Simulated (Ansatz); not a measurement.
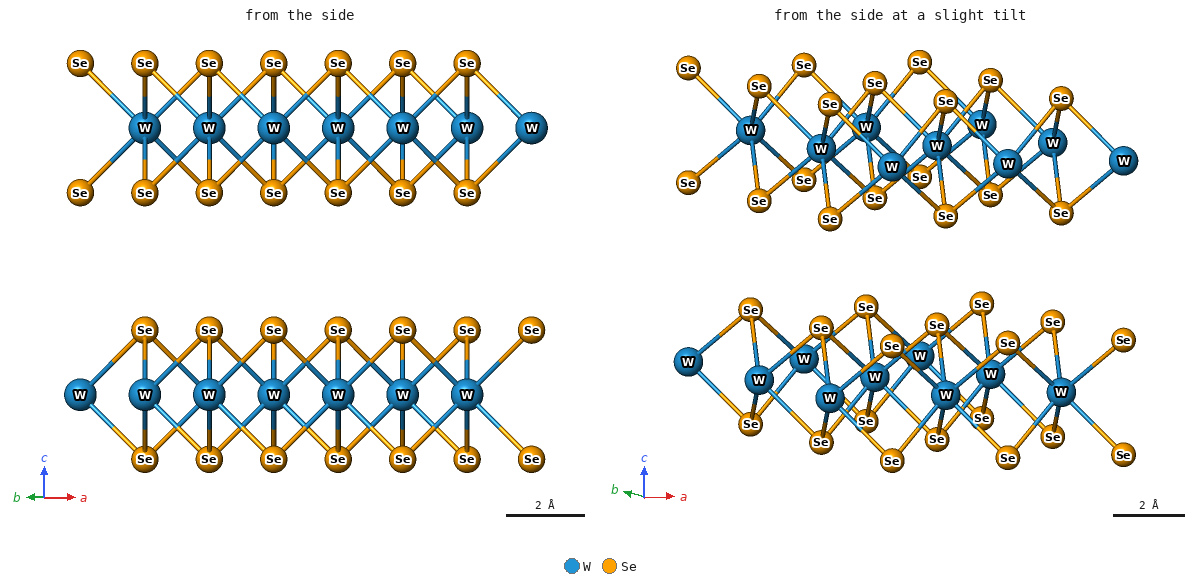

A ball-and-stick picture of a periodic slab, seen from the side and from the side at a slight tilt. The surface normal points up in side views; the vacuum is left out. 3×3 cells are drawn in the plane, with atoms at the edges repeated.

The cell holds 2 W, 4 Se.

With which atoms do the two faces end?

Answer. The top face ends in Se, the bottom face in Se. The two faces are alike.

What is the slab's thickness, atom centre to atom centre?

Answer. About 10 Å from the lowest to the highest atom.

Name the atomic layers in order from the top face down.

Answer. Six planes: Se / W / Se / Se / W / Se.

The model was built from a structure listed in the Materials Project. This is the structure after a relaxation with Ansatz 0.2.0, DFT r2SCAN, scalar-relativistic, plane waves, PAW.
